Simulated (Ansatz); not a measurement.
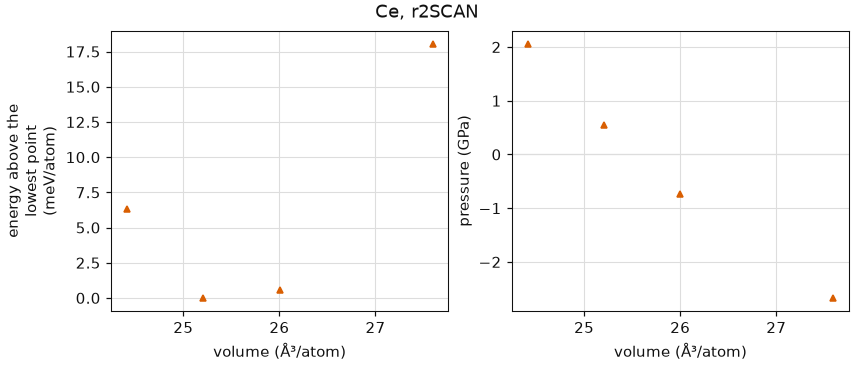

The figure shows the energy above the lowest point and pressure against volume for Ce, space group Fm-3m (No. 225) (one of a set of cubic test structures, which need not be the stable phase).

How it was computed, with Ansatz 0.2.0 development build: equation of state of a cubic crystal from periodic Kohn-Sham density functional theory without spin, third-order Birch-Murnaghan fit to the free energies; pressure corrected for the finite basis. Level: r2SCAN.

```json
{"setting": "structure type", "value": "fcc"}
{"setting": "atoms in cell", "value": "1"}
{"setting": "space group number", "value": "225"}
{"setting": "lattice centring", "value": "face-centred primitive"}
{"setting": "k mesh", "value": "12×12×12"}
{"setting": "occupation method", "value": "Fermi–Dirac"}
{"setting": "occupation width", "value": "0.1 eV"}
{"setting": "wave cutoff", "value": "500 eV"}
{"setting": "datasets", "value": "soft-1 PAW"}
{"setting": "density tolerance", "value": "1e-07 eV"}
{"setting": "bands", "value": "16"}
{"setting": "density cutoff ratio", "value": "4"}
{"setting": "search for lower states", "value": "default"}
```

The point at volume 26.80 Å³/atom is left out of the plot. What does the calculation give there?

```json
{"volume (Å³/atom)": "26.80", "energy above the lowest point (meV/atom)": "6.9", "pressure (GPa)": "-1.790"}
```

Keep in mind: modest k-mesh, values are not fully converged in k; open f shell treated without spin; open f shell, state may not be the lowest.
